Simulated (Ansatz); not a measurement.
**TiB2: LAPW beside PAW**

Aim: solve TiB2 at one geometry with all-electron LAPW, PAW on the default files and all-electron PAW on datasets made for the crystal, and see where they agree.

Computed with Ansatz 0.2.0 (DFT PBEsol, scalar-relativistic, unless a step's input says otherwise).

## (1) Starting point

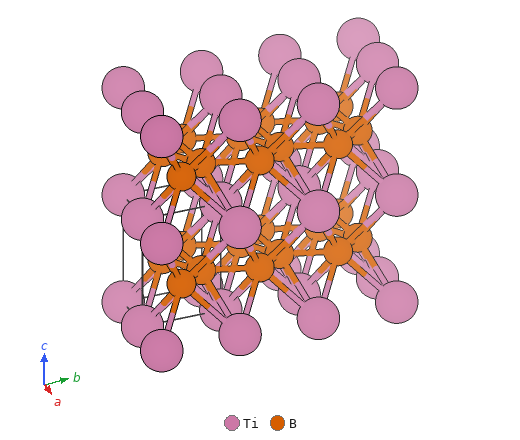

Start, viewed slightly off an axis; titanium pink, boron orange. 2×3×2 cells are drawn. Atoms on the faces are drawn again on the opposite ones.

As a file:

```cif
data_structure
_symmetry_space_group_name_H-M 'P6/mmm'
_symmetry_Int_Tables_number 191
_cell_length_a 3.0259
_cell_length_b 3.0259
_cell_length_c 3.2288
_cell_angle_alpha 90.000
_cell_angle_beta 90.000
_cell_angle_gamma 120.000
_cell_volume 25.60
loop_
_atom_site_label
_atom_site_type_symbol
_atom_site_symmetry_multiplicity
_atom_site_Wyckoff_symbol
_atom_site_fract_x
_atom_site_fract_y
_atom_site_fract_z
_atom_site_occupancy
Ti1 Ti 1 a 0.00000 0.00000 0.00000 1
B1 B 2 d 0.33333 0.66667 0.50000 1
```

The file gives the conventional cell by its symmetry; the runs use the cell typed in the input.

Structure from a Materials Project entry, not relaxed further.

Atoms are numbered in the order of the input: Ti1, B2, B3.

## (2) All-electron LAPW

input.yaml reads:

```yaml
crystal:
  lattice:
    - [3.0259273119, 0.0, 0.0]
    - [-1.5129636559, 2.6205299221, 0.0]
    - [0.0, 0.0, 3.22876771]
  atoms:
    - { symbol: Ti, position: [0.0, 0.0, 0.0] }
    - { symbol: B, position: [0.3333333333, 0.6666666667, 0.5] }
    - { symbol: B, position: [0.6666666667, 0.3333333333, 0.5] }
kpoints:
  mp_grid: { grid: [12, 12, 10] }
  band_path:
    path:
      - [0.0, 0.0, 0.0]
      - [0.5, 0.0, 0.0]
      - [0.3333333333, 0.3333333333, 0.0]
      - [0.0, 0.0, 0.0]
      - [0.0, 0.0, 0.5]
      - [0.5, 0.0, 0.5]
      - [0.3333333333, 0.3333333333, 0.5]
      - [0.0, 0.0, 0.5]
      - [0.5, 0.0, 0.5]
    npoints: 14
scf:
  occupations: { method: fermi_dirac, width: 0.03 }
hamiltonian:
  xc: pbesol
  pseudopotentials: { kind: all_electron, lapw: { basis_error: 0.001 } }
output:
  forces: true
  stress: true
  eigenvalues: true
  fatbands: true
  populations: true
  dos: { projected: true, de: 0.2, e_range: [-14, 8] }
```

Launch:

```
$ ansatz run input.yaml --threads 1 --pin off --max-ram 4096MiB --backend cpu --events-out ev --progress --plain --runs-dir out
```

Standard output:

```text
Ti: projections on atomic orbitals take those of the free atom 1s2 2s2 2p6 3s2 3p6 3d2 4s2, of charge +0.00 (hamiltonian.pseudopotentials.projection_atoms)
B: projections on atomic orbitals take those of the free atom 1s2 2s2 2p1, of charge +0.00 (hamiltonian.pseudopotentials.projection_atoms)
LAPW: plane waves up to 9.040 Å⁻¹, error target 1.0e-3 eV per atom; small_component_spin mean_spin; B in spheres of 0.874 Å, 5 of its electrons in bands, Dirac shells []; Ti in spheres of 1.239 Å, 18 of its electrons in bands, Dirac shells []
Engine: ansatz 0.2.0
Pseudopotentials: kind: all_electron
Pseudopotential: Ti, LAPW, valence charge 18, Koelling and Harmon's equation, gaussian nucleus
Pseudopotential: B, LAPW, valence charge 5, Koelling and Harmon's equation, gaussian nucleus
Functional definition: PBEsol
  exchange = pbesol_x
  correlation = pbesol_c
Crystal: 3 atoms, lattice volume = 25.603 Å³
Basis set: ecut = 311.36192422715965 eV, 327 PW (Γ), exchange–correlation at level 2
Bands: 18, of which v1, the nominal top of the filled ones, is band 14 counted from 1 (13 counted from 0)
Symmetry: 24 space group operations
Space group: P6/mmm (ITA 191), of the structure as read, at distance tolerance 2.9e-5 Å
k-points: 114 of 1440
Non-local potential: Ti, projectors of the file, none
Non-local potential: B, projectors of the file, none
Initial density: superposition of atomic densities (chi_scale 0.1, normalization cell, long waves kept (reshape's long-wave potential 0.00 eV rms))
Initial wavefunctions: plane waves of lowest kinetic energy (no species holds an atomic orbital)
Functional: x = pbesol(κ = 0.804, μ = 0.12345679012345678), c = pbesol(β = 0.046)
iter 1 solved again at ethr=1.56e-2 eV; its pass at ethr=1.00e-1 eV (dr2=4.36e0 eV) is discarded
SCF iter   1: F=—  HF=-24558.641992 eV  |F-HF|=—  |Δ(HF+E_count)|=         —  Δρ=9.88e-2  dr2=4.37e0  ethr=1.56e-2  ⟨swp⟩=2.0  Hψ=13465  notcnv=0
preconditioner: auto → none  [metal: Δε(μ)=0.045 eV  Ē_g=9.766 eV  σ=0.030 eV  W_gap=0.35  n_scr=8 (ndim 8)  ℏωp=23.2 eV  f_vac=0.000  D(μ)=0.54/eV (n_scr^D=2)  sad-step TF]
iter 2 solved again at ethr=5.40e-4 eV; its pass at ethr=1.56e-2 eV (dr2=1.51e-1 eV) is discarded
SCF iter   2: F=—  HF=-24557.016936 eV  |F-HF|=—  |Δ(HF+E_count)|=    1.63e0  Δρ=2.22e-2  dr2=1.50e-1  ethr=5.40e-4  ⟨swp⟩=2.0  Hψ=10594  notcnv=0
SCF iter   3: F=—  HF=-24556.865525 eV  |F-HF|=—  |Δ(HF+E_count)|=         —  Δρ=8.52e-3  dr2=1.31e-2  ethr=5.36e-4  ⟨swp⟩=3.0  Hψ=6531  notcnv=0
the basis was enlarged: its passes take 55.9 KiB over the memory plan, 1 of 1 planned eigensolver slots
SCF iter   4: F=—  HF=-24556.854028 eV  |F-HF|=—  |Δ(HF+E_count)|=   1.15e-2  Δρ=2.42e-3  dr2=8.70e-4  ethr=4.67e-5  ⟨swp⟩=3.0  Hψ=6429  notcnv=0
SCF iter   5: F=—  HF=-24556.853636 eV  |F-HF|=—  |Δ(HF+E_count)|=   3.92e-4  Δρ=3.47e-4  dr2=2.03e-5  ethr=3.11e-6  ⟨swp⟩=2.5  Hψ=5775  notcnv=0
SCF iter   6: F=—  HF=-24556.853631 eV  |F-HF|=—  |Δ(HF+E_count)|=   4.24e-6  Δρ=2.76e-5  dr2=9.25e-8  ethr=7.24e-8  ⟨swp⟩=2.1  Hψ=5721  notcnv=0
SCF iter   7: F=-24556.853631 eV  HF=-24556.853631 eV  |F-HF|=1.68e-8  |Δ(HF+E_count)|=   6.65e-8  Δρ=5.76e-6  dr2=1.04e-8  ethr=3.30e-10  ⟨swp⟩=2.9  Hψ=6071  notcnv=0
SCF 1 converged in 7 iterations: F = -24556.853631 eV  dr2 = 1.04e-8
NSCF: frozen V_eff on 113 k-points
SCF converged after 7 iterations
Free energy (F): -24556.853631 eV
Harris-Foulkes:  -24556.853631 eV  (|F-HF|=1.68e-8)
Internal energy: -24556.851942 eV  (E = F + TS)
E sigma→0 (E₀):  -24556.852787 eV
Entropy (-TS):   -0.001689 eV (-0.563 meV/atom)
Fermi energy:    15.580638 eV
--- Per-component energies (eV) ---
  E_band       = -3245.245000
  E_kinetic    = 24768.037551
  E_xc         = -1339.805465
  E_electrostatic = -47985.084029  (all electrons and nuclei)
  E_smearing   = -0.001689  (= −TS)
  E_closure    = 0.000000  (closes the sum)
  E_atoms      = -24532.065373  (free atoms, spherical and without spin; not in F)
  Σ components = -24556.853631   (vs F -24556.853631, Δ=0.00e0)
  Basis errors (estimates in eV, not in F): energy 3.9e-4 per atom: plane waves 3.5e-4 (1.9e-4 summed), levels above the bands 1.2e-68, relativity 6.2e-9, radial functions 3.6e-5, core shells 1.7e-7; eigenvalues (radial functions only) 2.5e-6; not estimated: angular momenta, meshes, grids; target (lapw.basis_error) 1.0e-3; muffin-tin radii B 0.874 Å, Ti 1.239 Å
--- Forces (eV/Å), atoms counted from 1 ---
  atom   1  Ti     0.00000000     0.00000000     0.00000000
  atom   2  B      0.00000000    -0.00000000     0.00000000
  atom   3  B     -0.00000000     0.00000000    -0.00000000
  max |Σ_I F_I| component: 1.85e-17 eV/Å
--- Stress (GPa, compression-positive) ---
       -3.557297       0.000000      -0.000000
        0.000000      -3.557297       0.000000
       -0.000000       0.000000      -6.738557
  P = ⅓ Tr σ = -4.6177 GPa (-46.177 kbar)
--- Band table (eV; the first three rows and the last of 114) ---
  k-point 0: bands = ["-422.5355", "-422.5005", "-422.5005", "-156.2801", "-156.2625", "-41.1015", "-17.5681", "-17.2513", "-17.2513", "2.0778", "12.9717", "12.9717", "13.2452", "13.4081", "17.4759", "17.4759", "19.2513", "19.2513"]
  k-point 1: bands = ["-422.5355", "-422.5005", "-422.5005", "-156.2801", "-156.2625", "-41.1001", "-17.5880", "-17.2498", "-17.2498", "2.2117", "12.0345", "13.0773", "13.0773", "14.4827", "17.1471", "17.1471", "19.0193", "19.0193"]
  k-point 2: bands = ["-422.5355", "-422.5005", "-422.5005", "-156.2801", "-156.2625", "-41.0963", "-17.6399", "-17.2456", "-17.2456", "2.5932", "10.6857", "13.3898", "13.3898", "15.4860", "16.5016", "16.5016", "18.3912", "18.3912"]
  k-point 113: bands = ["-422.5355", "-422.5005", "-422.5005", "-156.2713", "-156.2713", "-41.0232", "-17.6635", "-17.5132", "-17.5132", "7.0236", "7.0236", "9.8397", "12.4010", "12.4010", "18.0938", "19.8575", "19.8575", "20.1084"]
--- Löwdin populations: 3 sites ---
  site symbol       q [e]
     0     Ti     21.1334
     1      B      5.4156
     2      B      5.4156
  spilling = 0.001106 (of n_electrons = 32.000000)
```

Wall time 25 s (1 thread of Arm Neoverse V1, shared host).

This run gives: pressure -4.62 GPa; no gap.

Levels at the path's labelled points, in eV from the Fermi level:

| point | band 11 | band 12 | band 13 | band 14 | band 15 | band 16 | band 17 |
| --- | --- | --- | --- | --- | --- | --- | --- |
| Γ | -2.61 | -2.61 | -2.34 | -2.17 | 1.90 | 1.90 | 3.67 |
| M | -9.20 | -3.26 | -3.26 | -2.31 | 1.33 | 2.76 | 3.24 |
| K | -8.29 | -7.38 | -1.89 | -1.89 | 1.36 | 1.36 | 2.00 |
| Γ | -2.61 | -2.61 | -2.34 | -2.17 | 1.90 | 1.90 | 3.67 |
| A | -7.64 | -0.54 | -0.54 | -0.19 | -0.19 | 0.42 | 0.42 |
| L | -7.54 | -4.66 | -3.86 | -3.15 | 2.48 | 2.94 | 4.51 |
| H | -8.56 | -5.74 | -3.18 | -3.18 | 2.51 | 4.28 | 4.28 |
| A | -7.64 | -0.54 | -0.54 | -0.19 | -0.19 | 0.42 | 0.42 |
| L | -7.54 | -4.66 | -3.86 | -3.15 | 2.48 | 2.94 | 4.51 |

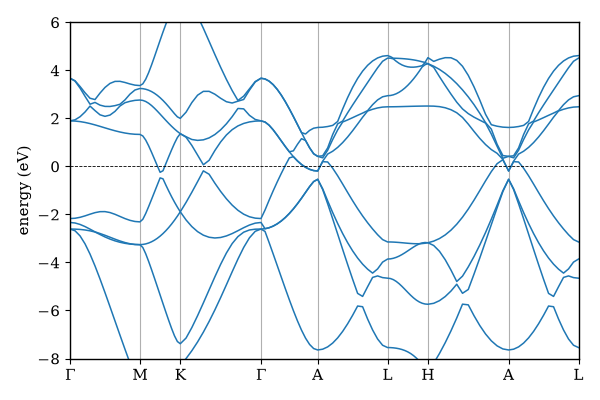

Bands along the path, counted from its Fermi level.

States per cell in windows of 1 eV (zero at the Fermi level; grid of 0.20 eV, so sharp peaks spill over the borders):

| from | to | total | Ti 3d | B 2p | B 2s |
| --- | --- | --- | --- | --- | --- |
| -10 | -9 | 0.64 | 0.10 | 0.23 | 0.28 |
| -9 | -8 | 0.30 | 0.04 | 0.15 | 0.10 |
| -8 | -7 | 0.63 | 0.09 | 0.35 | 0.16 |
| -7 | -6 | 0.60 | 0.09 | 0.38 | 0.10 |
| -6 | -5 | 0.84 | 0.14 | 0.58 | 0.07 |
| -5 | -4 | 1.17 | 0.24 | 0.83 | 0.06 |
| -4 | -3 | 1.77 | 0.49 | 1.20 | 0.03 |
| -3 | -2 | 1.35 | 0.59 | 0.73 | 0.01 |
| -2 | -1 | 0.94 | 0.67 | 0.25 | 0.01 |
| -1 | 0 | 0.44 | 0.35 | 0.08 | 0.00 |
| 0 | 1 | 0.60 | 0.50 | 0.09 | 0.00 |
| 1 | 2 | 1.53 | 1.26 | 0.22 | 0.02 |
| 2 | 3 | 2.50 | 2.11 | 0.32 | 0.04 |
| 3 | 4 | 1.94 | 1.44 | 0.38 | 0.09 |
| 4 | 5 | 1.17 | 0.69 | 0.32 | 0.11 |

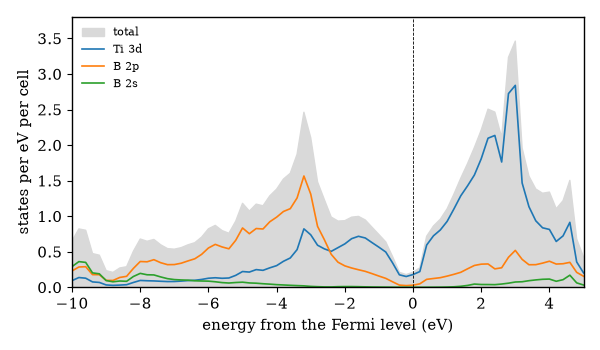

Density of states, total and projected.

(Part 1 of 2 ends here.)
